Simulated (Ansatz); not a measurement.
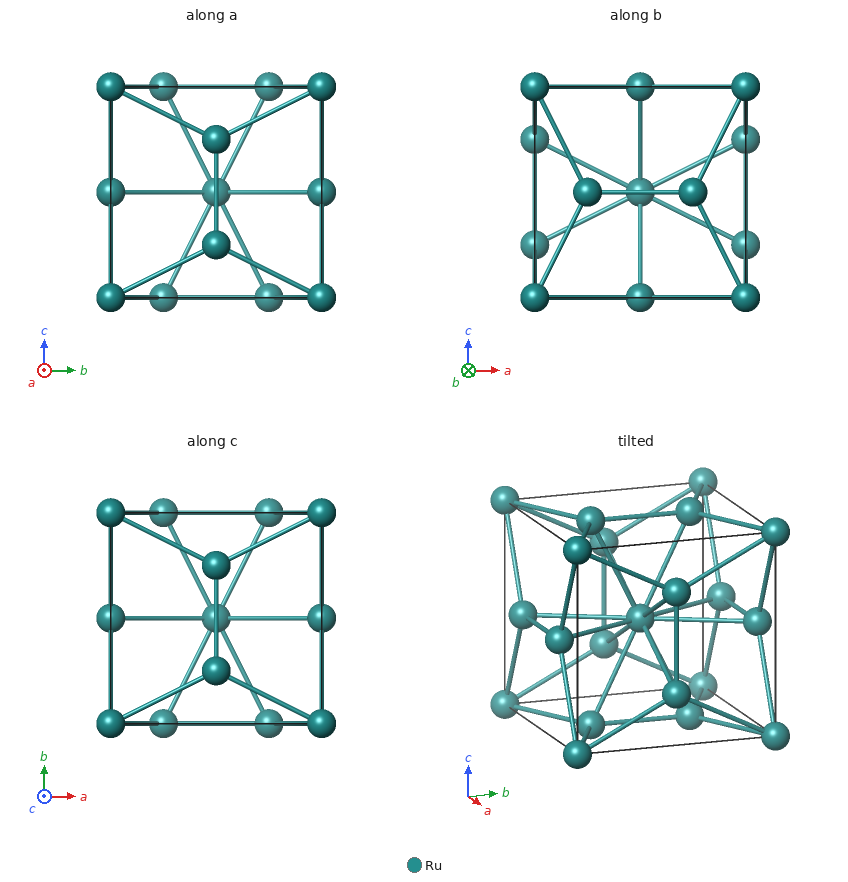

We look at a ball-and-stick model of the crystal along the a axis, along the b axis, along the c axis and slightly off an axis. The parallelepiped is the conventional unit cell.

Lattice parameters: a = 4.871 Å, b = 4.871 Å, c = 4.871 Å, α = 90.00°, β = 90.00°, γ = 90.00°.

> Write down what is shown as a table of Wyckoff sites.

Space group Pm-3n (No. 223).
```json
{"atom": "Ru", "site": "2a", "x": "0.0000", "y": "0.0000", "z": "0.0000"}
{"atom": "Ru", "site": "6c", "x": "0.2500", "y": "0.0000", "z": "0.5000"}
```

Origin of the cell: a structure type filled with this element by a generator (whether the element takes this form wasn't checked). A relaxation with DFT, RPBE, plane waves (420 eV) with PAW, scalar-relativistic (Ansatz 0.2.0) gave the geometry drawn.
